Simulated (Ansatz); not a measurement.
A series of calculations on In5P3 and related structures

**1. Relaxation**

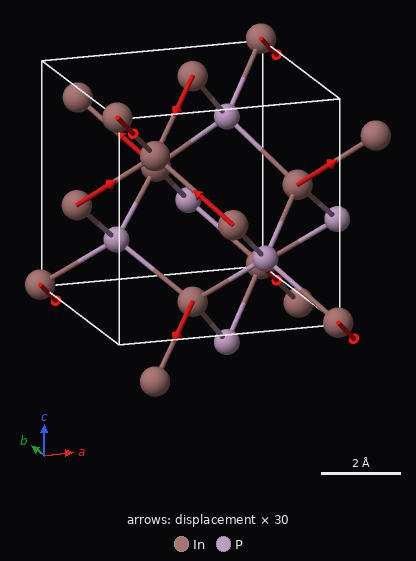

A relaxation of a defect cell of composition In5P3 (cell charge −1). The starting structure is drawn; red arrows show the displacements, magnified 30 times.

A ball-and-stick model of the cell of the calculation, seen slightly off an axis.

Case: In on a P site (d), charge -1, atoms relaxed at the host's cell.

Theory: DFT PBE, scalar-relativistic, plane waves, PAW (Ansatz 0.2.0).

Input file:
```yaml
crystal:
  lattice:
    - [0.0, 0.0, -5.9597880294]
    - [0.0, -5.9597880294, 0.0]
    - [-5.9597880294, 0.0, 0.0]
  atoms:
    - { symbol: In, position: [0.9876770686, 0.9876770686, 1.0123229314], spin: 0.2 }
    - { symbol: In, position: [-0.0123229314, 0.5123229314, 0.4876770686], spin: 0.2 }
    - { symbol: In, position: [0.5123229314, -0.0123229314, 0.4876770686], spin: 0.2 }
    - { symbol: In, position: [0.5123229314, 0.5123229314, 1.0123229314], spin: 0.2 }
    - { symbol: In, position: [0.25, 0.25, 0.75], spin: 0.2 }
    - { symbol: P, position: [0.25, 0.75, 0.25] }
    - { symbol: P, position: [0.75, 0.25, 0.25] }
    - { symbol: P, position: [0.75, 0.75, 0.75] }
  host:
    lattice:
      - [0.0, 2.9798940147, 2.9798940147]
      - [2.9798940147, 0.0, 2.9798940147]
      - [2.9798940147, 2.9798940147, 0.0]
    atoms:
      - { symbol: In, position: [0.0, 0.0, 0.0] }
      - { symbol: P, position: [0.25, 0.25, 0.25] }
total_charge: -1
basis:
  ecutwfc: 420
  xc_grid: 2
kpoints:
  mp_grid: { grid: [3, 3, 3], shift: [0.0, 0.0, 0.0] }
hamiltonian:
  xc: pbe
scf:
  occupations: { method: gaussian, width: 0.02 }
output:
  forces: true
  stress: false
  eigenvalues: true
  populations: true
  charged_corrections:
    defect_position: [0.25, 0.25, 0.75]
    epsilon: [[15.0794, 0.0, 0.0], [0.0, 15.0794, 0.0], [0.0, 0.0, 15.0794]]
  write_density: true
  write_potential: true
  elf: true
  volumetric_format: npy
magnetization:
  spin_polarized: true
relax:
  adjacent_minimum: "off"
  f_tol: 0.025
  max_steps: 45
```

Launched with:
```bash
ansatz run input.yaml --threads 4 --pin off --max-ram 10240MiB --backend cpu --events-out ev --progress --plain --runs-dir out
```

Question: Atoms of which element are displaced furthest, and by how much?

Answer: Indium: up to 0.046 Å, against 0.000 Å for phosphorus.

Question: What did the optimiser do to the structure, and how much energy did it gain?

Answer: The largest moves, 0.046 Å, are those of In1, In2, In3 and In4. In2 goes along [1 −1 1]. P stays in place. The lattice vectors keep their values. Among the contacts that change: In1–In5 2.708 → 2.662 Å, In1–P6 2.541 → 2.555 Å. The energy falls by 55.3 meV per cell of the calculation in 2 accepted moves (3 points after the start). Largest force component: 0.34 eV/Å at the start, 0.0014 eV/Å at the end. The line search rejected the trial step at point 1 of the run.

Limits of the set-up: the periodic images lie only 6.0 Å apart, so the values are limited by the cell's size; the cell is charged, on a uniform background, and energies carry no finite-size correction.

**2. Relaxation**

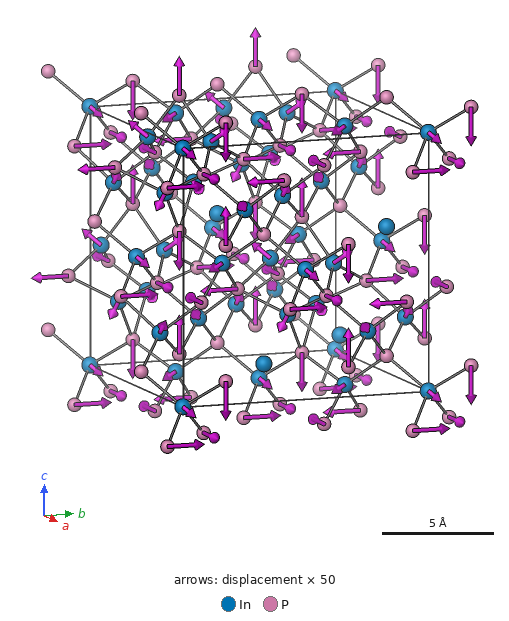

This is a relaxation of a defect cell of composition In9P7 (cell charge −1) (coarse preliminary run). The starting structure is drawn; purple arrows show the displacements, magnified 50 times.

Style: ball-and-stick. Shown: the conventional cell (4 times the calculation's cell), from a free direction. Lengths and directions refer to the drawn axes.

Case: In on a P site (d), charge -1, atoms relaxed at the host's cell.

Theory: DFT PBE, scalar-relativistic, plane waves, PAW (Ansatz).

Input
```yaml
crystal:
  lattice:
    - [0.0, 5.9597880294, -5.9597880294]
    - [5.9597880294, 5.9597880294, 0.0]
    - [5.9597880294, 0.0, -5.9597880294]
  atoms:
    - { symbol: In, position: [0.5315615246, 0.5315615246, -0.0946845739], spin: 0.2 }
    - { symbol: In, position: [0.5052930967, -0.0017643656, -0.0017643656] }
    - { symbol: In, position: [0.9982356344, 0.5052930967, -0.0017643656] }
    - { symbol: In, position: [0.9982356344, -0.0017643656, -0.0017643656] }
    - { symbol: In, position: [0.5315615246, 0.5315615246, 0.5315615246], spin: 0.2 }
    - { symbol: In, position: [0.5315615246, -0.0946845739, 0.5315615246], spin: 0.2 }
    - { symbol: In, position: [0.9053154261, 0.5315615246, 0.5315615246], spin: 0.2 }
    - { symbol: In, position: [0.9982356344, -0.0017643656, 0.5052930967] }
    - { symbol: In, position: [0.375, 0.375, 0.375], spin: 0.2 }
    - { symbol: P, position: [0.3624939378, 0.8875060622, 0.3624939378] }
    - { symbol: P, position: [0.8875060622, 0.3624939378, 0.3624939378] }
    - { symbol: P, position: [0.8875060622, 0.8875060622, 0.3624939378] }
    - { symbol: P, position: [0.3624939378, 0.3624939378, 0.8875060622] }
    - { symbol: P, position: [0.3624939378, 0.8875060622, 0.8875060622] }
    - { symbol: P, position: [0.8875060622, 0.3624939378, 0.8875060622] }
    - { symbol: P, position: [0.875, 0.875, 0.875] }
  host:
    lattice:
      - [0.0, 2.9798940147, 2.9798940147]
      - [2.9798940147, 0.0, 2.9798940147]
      - [2.9798940147, 2.9798940147, 0.0]
    atoms:
      - { symbol: In, position: [0.0, 0.0, 0.0] }
      - { symbol: P, position: [0.25, 0.25, 0.25] }
total_charge: -1
basis:
  ecutwfc: 420
  xc_grid: 2
kpoints:
  mp_grid: { grid: [1, 1, 1], shift: [0.0, 0.0, 0.0] }
hamiltonian:
  xc: pbe
scf:
  occupations: { method: gaussian, width: 0.02 }
output:
  forces: true
  stress: false
  eigenvalues: true
  populations: true
  charged_corrections:
    defect_position: [0.375, 0.375, 0.375]
    epsilon: [[15.0794, 0.0, 0.0], [0.0, 15.0794, 0.0], [0.0, 0.0, 15.0794]]
magnetization:
  spin_polarized: true
relax:
  adjacent_minimum: "off"
  f_tol: 0.025
  max_steps: 45
```

Launched with:
```bash
ansatz run input.yaml --threads 4 --pin off --max-ram 10240MiB --backend cpu --events-out ev --progress --plain --runs-dir out
```

Question: Describe the change and its energy.

Answer: After 2 geometry steps the energy has fallen by 49.4 meV per cell of the calculation. The largest force component goes from 0.36 to 0.011 eV/Å. The largest moves, 0.037 Å, are those of P10, P11, P12, P13, P14 and P15. P12 goes along +b. By element the largest moves are P 0.037 Å, In 0.024 Å. The cell stays as it was. Near-neighbour distances that change, for instance: In1–P13 2.558 → 2.588 Å, In2–P10 2.512 → 2.486 Å, In2–P16 2.544 → 2.561 Å. Cost: 11 s on 4 threads of Intel(R) Xeon(R) Processor @ 2.70GHz, on a shared host, peak memory 0.71 GiB.

Limits of the set-up: the periodic images lie only 8.4 Å apart, so the values are limited by the cell's size; the cell is charged, on a uniform background, and energies carry no finite-size correction.

**3. Defect**

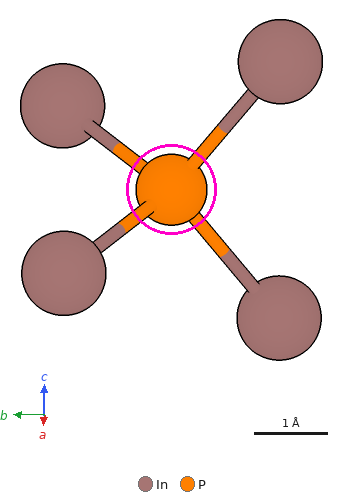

Perfect InP. A ball-and-stick model of the atoms within 3.3 Å of one point, seen from a free direction.

These are results of DFT PBE, scalar-relativistic, plane waves, PAW (Ansatz), not measurements. Settings: plane-wave cutoff 420 eV; k-point mesh 1 × 1 × 1; occupations gaussian; smearing width 0.02 eV; collinear spin. The cell is small and the k-mesh coarse, so the numbers are rough. A uniform background neutralises the charged cell. The axes drawn are those of the host's conventional cell.

A phosphorus atom is replaced by indium at the ringed place, in charge state −1. The supercell has 16 sites, and the atoms are relaxed at the host's cell.

How do the neighbours respond?

Answer. In the host the P atom has 4 In at 2.58 Å; the In atom ends with 4 In at 3.21 Å. Of the host's atoms, a phosphorus atom moves furthest from its site, by 0.19 Å. The cell's net moment is 3.00 μB.

The relaxed defect, seen from the same direction:

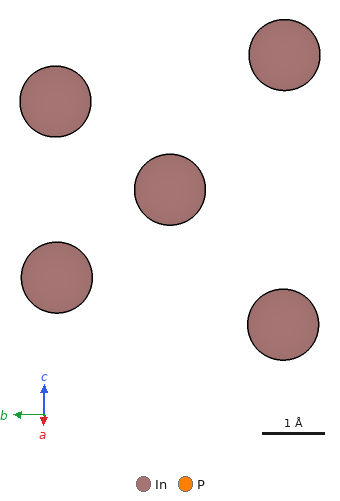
